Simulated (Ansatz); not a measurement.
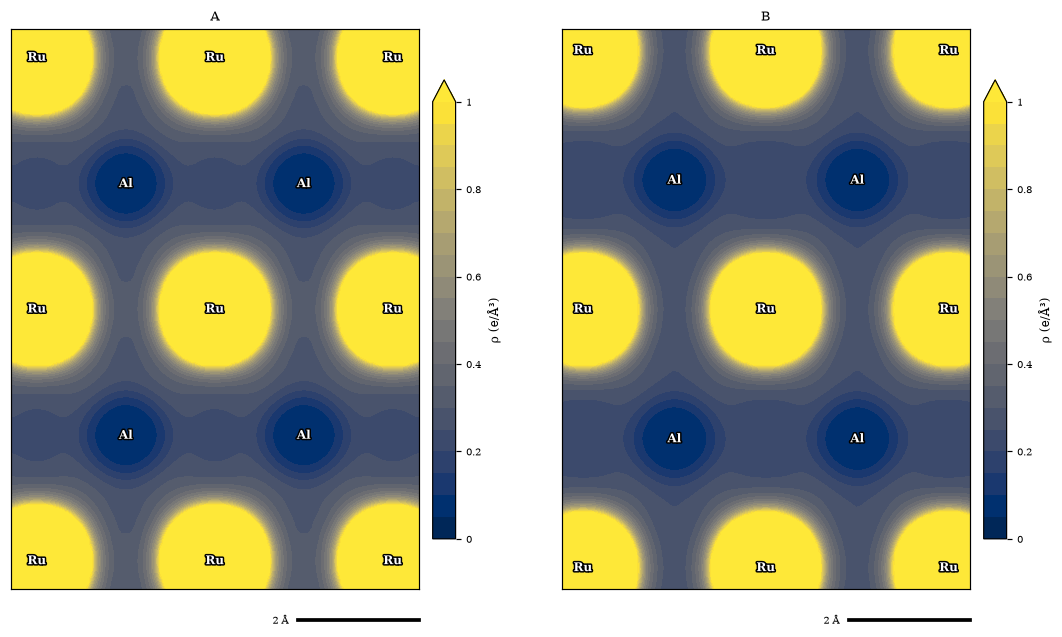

AlRu. The valence electron density of two cells that differ in size, on the (110) plane of each (indices in the axes of the calculation cell), at one length scale and on one colour scale: B has 13.7 Å³ an atom and A 12.6.

All numbers below come from Kohn-Sham DFT of a periodic cell, r2SCAN, Ansatz PAW in Ansatz.

Q: What changes from the larger cell to the smaller?

A: From the larger cell to the smaller, Al–Ru goes from 2.61 to 2.54 Å, and the density at its midpoint from 0.34 to 0.39 e/Å³; the pressure goes from −6 to 13 GPa.
